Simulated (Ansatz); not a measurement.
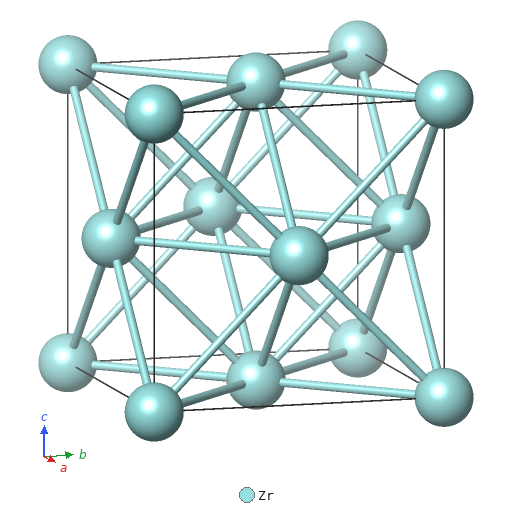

System: Zr, space group Fm-3m (No. 225). The picture shows the conventional cell.

Structure:
```xyz
1
Lattice="0.0000 2.2550 2.2550 2.2550 0.0000 2.2550 2.2550 2.2550 0.0000" Properties=species:S:1:pos:R:3 pbc="T T T"
Zr    0.0000    0.0000    0.0000
```

Computed with Ansatz 0.2.0: volume and cell lengths of one structure relaxed by several density functionals; plane waves with PAW datasets, Γ-centred k mesh. All runs: no spin polarisation.

- occupations: Gaussian
- smearing width: 0.1 eV

The space group named is that of the starting cell.

What does the calculation give for the volume by functional? The cases: PBEsol; PBE; PBE+D3(BJ).

PBE+D3(BJ) gives 22.209 Å³/atom, PBEsol 22.227 Å³/atom and PBE 23.195 Å³/atom.

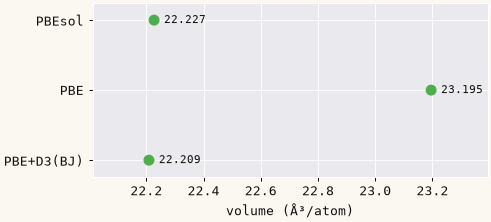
